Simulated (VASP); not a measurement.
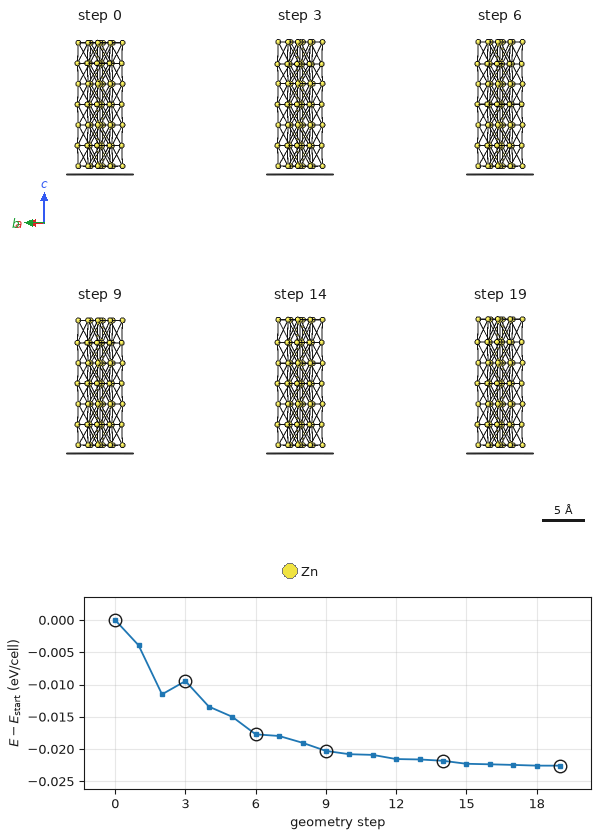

Frames of a relaxation of a slab of composition Zn, marked on the history of the run. A ball-and-stick model of the 3 × 3 repeat of the cell, outlined in the plane, without the vacuum, seen from a free direction.

The run lets the atoms move in a fixed cell. 3 atoms are held fixed.

Method: Kohn-Sham DFT of a periodic cell, RPBE, VASP PAW PBE potentials, recommended (VASP).

Input file:
```
SYSTEM = Zn
  PREC = Accurate
  ENCUT = 520
  EDIFF = 1E-6
  ISMEAR = -1
  SIGMA = 0.05
  LREAL = .False.
  LASPH = .True.
  NELM = 100
  ALGO = Normal
  ISIF = 2
  LWAVE = .False.
  LCHARG = .False.
  LDIPOL = .True.
  IDIPOL = 3
  DIPOL = 0.5 0.5 0.500
  GGA = RP
  IBRION = 2
  NSW = 60
  EDIFFG = -0.005
```

Command:
```bash
cat potpaw_PBE.64/Zn/POTCAR > POTCAR
mpirun -np 1 vasp_std > vasp.out
```

> Describe the path.

The energy falls by 22.6 meV per cell of the calculation in 19 geometry steps. Largest force component: 0.21 eV/Å at the start, 0.23 eV/Å at the end. The largest move is that of a Zn atom, 0.31 Å along the normal (+c). The cell stays as it was. Near-neighbour distances that change, for instance: Zn–Zn 2.913 → 3.155 Å, Zn–Zn 2.913 → 2.933 Å. It ran on 1 thread of AMD EPYC 9R45 96-Core Processor (Zen 5), with other jobs on the host. From step 0 to 3: Zn atoms move most (0.10 Å), energy −9.5 meV per cell of the calculation. From step 3 to 6: a Zn atom moves most (0.04 Å), energy −8.3 meV per cell of the calculation. From step 6 to 9: a Zn atom moves most (0.06 Å), energy −2.6 meV per cell of the calculation. From step 9 to 14: a Zn atom moves most (0.08 Å), energy −1.5 meV per cell of the calculation. From step 14 to 19: a Zn atom moves most (0.06 Å), energy −0.8 meV per cell of the calculation.

```tsv
step	E − E(0), meV/atom	largest force component, eV/Å
0	0.00	0.2071
1	-0.56	0.2086
2	-1.64	0.2132
3	-1.35	0.2207
4	-1.92	0.2166
5	-2.14	0.2160
6	-2.53	0.2144
7	-2.57	0.2136
8	-2.72	0.2172
9	-2.90	0.2223
10	-2.97	0.2322
11	-2.99	0.2291
12	-3.08	0.2300
13	-3.09	0.2303
14	-3.12	0.2311
15	-3.18	0.2298
16	-3.19	0.2286
17	-3.21	0.2291
18	-3.22	0.2275
19	-3.22	0.2269
```
